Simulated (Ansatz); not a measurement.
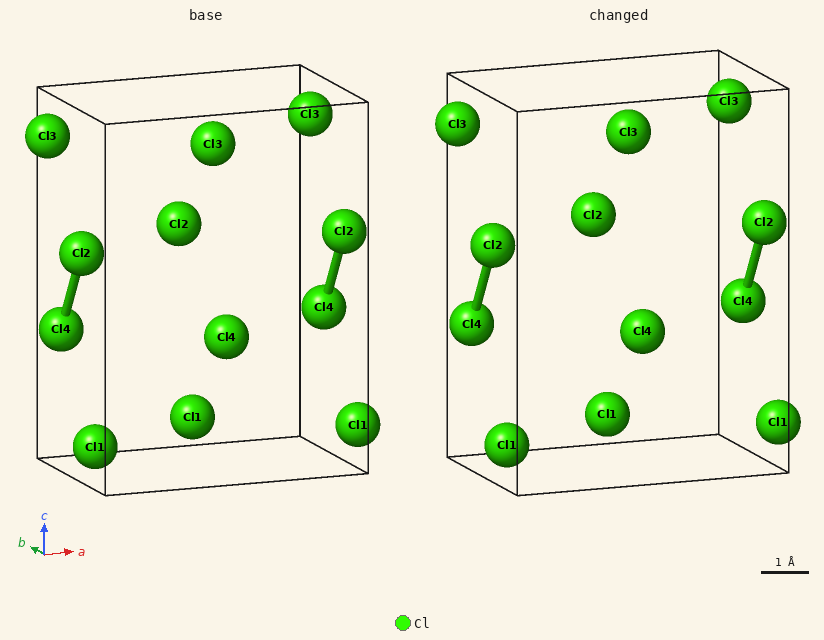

Left: a symmetric starting cell of Cl (made from another compound by putting Cl in place of I). Right: the same structure after one change, at the same scale. The picture is a ball-and-stick view of the conventional cell (2 times the calculation's cell), seen slightly off an axis. Lengths and directions refer to the drawn axes.

The calculation used DFT PBEsol, scalar-relativistic, plane waves, PAW in Ansatz 0.2.0. (plane-wave cutoff 420 eV; k-point mesh 8 × 8 × 4; occupations gaussian; smearing width 0.02 eV; no spin polarisation)

Question: Which change leads from the left to the right?

Answer: All lengths are scaled by +3.4 % (volume +10.4 %), the atoms keeping their fractional coordinates. No relaxation follows. The starting cell wasn't computed here and needn't be at equilibrium, so pressure and forces aren't due to the change alone.

Question: What does the change do?

Answer: The pressure is −6.8 GPa (not all of it need come from the change, since the unchanged cell can be under pressure at this level too). The principal stresses (compression positive) are 0.7 GPa along a, −6.9 GPa along b, −14.2 GPa along c. The largest forces, 1.9 eV/Å, act on Cl1, Cl2, Cl3 and Cl4; on Cl1 it points along [0 −3 −2]. Near-neighbour distances before and after: Cl–Cl 2.271 → 2.348 Å. The space group stays Cmce (No. 64).
